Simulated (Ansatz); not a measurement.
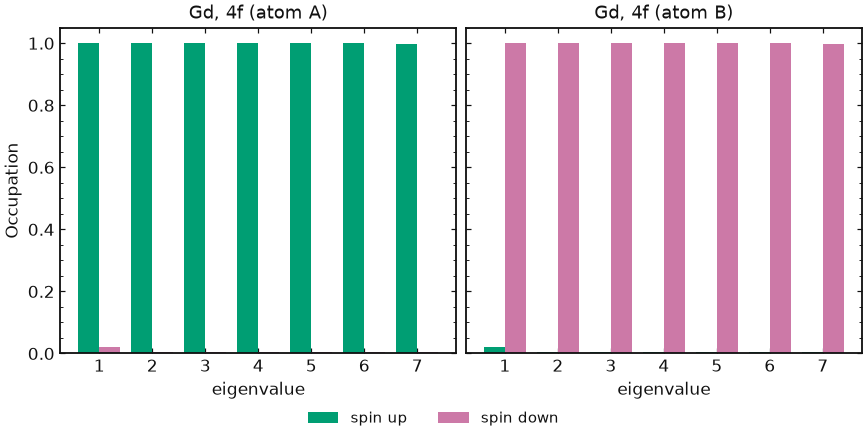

Eigenvalues of the local occupation matrix of the f shell, one panel for each unlike atom (Löwdin-orthogonalised atomic projectors).

System: GdO, space group F-43m, 4 atoms in the cell, zincblende type.

Method: DFT LDA+U, scalar-relativistic, plane waves, PAW, Ueff = 6 eV on Gd atom 1 f; Ueff = 6 eV on Gd atom 3 f, spin-polarised, 6×6×6 k mesh, Gaussian smearing of 0.05 eV (Ansatz).

### What configuration do these occupations show?

Counting eigenvalues over 0.6 as filled, Gd (atom A) has 7 filled f states (f⁷), 7 up and 0 down; the eigenvalues sum to 7.0; Gd (atom B) has 7 filled f states (f⁷), 0 up and 7 down; the eigenvalues sum to 7.0.

Start of the run: random orbitals: random, high filling. Such runs often end in metastable states, so this need not be the lowest one. The cell is at −8 GPa in this functional. Spin-orbit coupling is left out, which matters for Gd.
